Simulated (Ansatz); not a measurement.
## Electronic structure of Si in real space

```
Si
1.0
    13.91263    0.00000   -0.00989
     0.00000    3.86688    0.00000
    -0.75590    0.00000    6.31955
Si
16
Direct
  0.05566 0.05165 0.87412
  0.55566 0.55165 0.87412
  0.44434 0.55165 0.12588
  0.94434 0.05165 0.12588
  0.05923 0.55722 0.65363
  0.55923 0.05722 0.65363
  0.44077 0.05722 0.34637
  0.94077 0.55722 0.34637
  0.21289 0.85559 0.05707
  0.71289 0.35559 0.05707
  0.28711 0.35559 0.94293
  0.78711 0.85559 0.94293
  0.22703 0.53553 0.58560
  0.72703 0.03553 0.58560
  0.27297 0.03553 0.41440
  0.77297 0.53553 0.41440
```

Space group C2; a point of a scan over the structure, not its minimum; a structure from a database of computed crystals, not necessarily the ambient phase; changed on purpose from its base cell (mode 4 frozen in at -0.558 Å, strain +e along z and -e/2 along x and y +0.0000); not relaxed (largest force 1.2 eV/Å); computed pressure about −2 GPa in this cell; PAW files of the earlier set (soft_1).

These are results of DFT PBE, scalar-relativistic, plane waves, PAW (Ansatz 0.2.0), not measurements.

The density is the valence pseudo-density of a PAW calculation; it isn't the true density close to the nuclei.

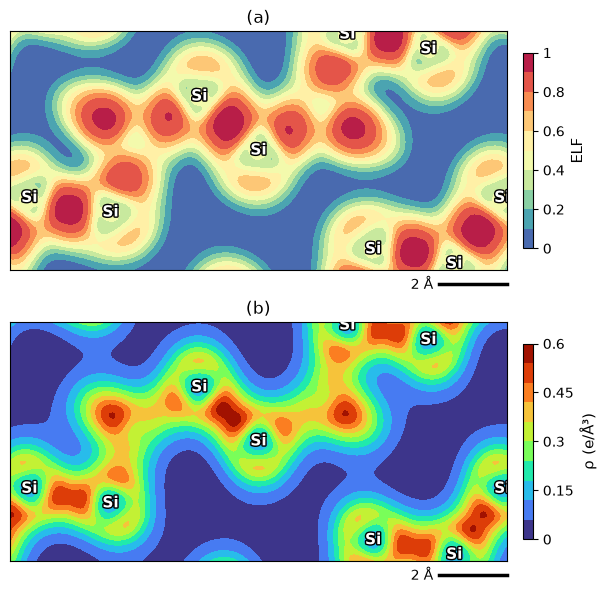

Figure 1. (a) electron localisation function; (b) valence charge density (pseudo) on the (010) plane of the conventional cell.

**Interpret the plot.**

The plane passes through Si nuclei.
Atoms just off the plane (Si, 0.8 Å away) can leave unmarked features too.
Si–Si (2.36 Å): ρ at the midpoint is about 0.57 e/Å³; the ELF peaks at about 0.95 between the atoms (a shared electron pair).
Si–Si (2.43 Å): ρ is about 0.51 e/Å³ halfway; the ELF peaks at about 0.95 between the atoms, as expected for localised, covalent bonding.
Between the atoms the lowest density in this plane is 0.01 e/Å³.

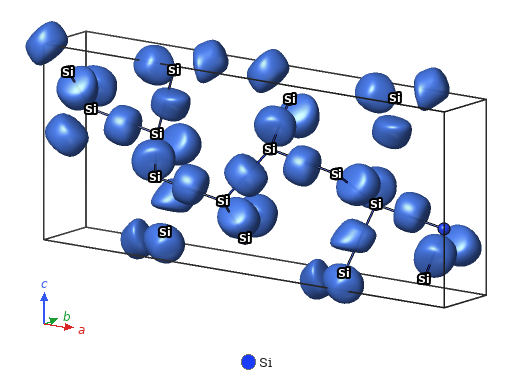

Figure 2. Isosurface of the electron localisation function at 0.8 (blue), seen slightly off an axis. Core shells and regions of very low density are left out. Sticks mark near contacts.

**Where are the electrons localised?**

The surface consists of 32 regions between bonded Si–Si atoms (shared pairs), counted in one cell of 16 atoms. Regions shared between cells count once. Along the contacts the grid gives the following. Si–Si (2.35 Å): the ELF peaks at about 0.95 between the atoms: a covalent bond. Si–Si (2.40 Å): the ELF peaks at about 0.95 between the atoms, as expected for a shared electron pair.

**Metal or insulator at this level of theory?**

It is gapped, with a Kohn–Sham gap of 0.38 eV on the k-point mesh (the band edges may lie off the mesh, which would make the gap smaller).
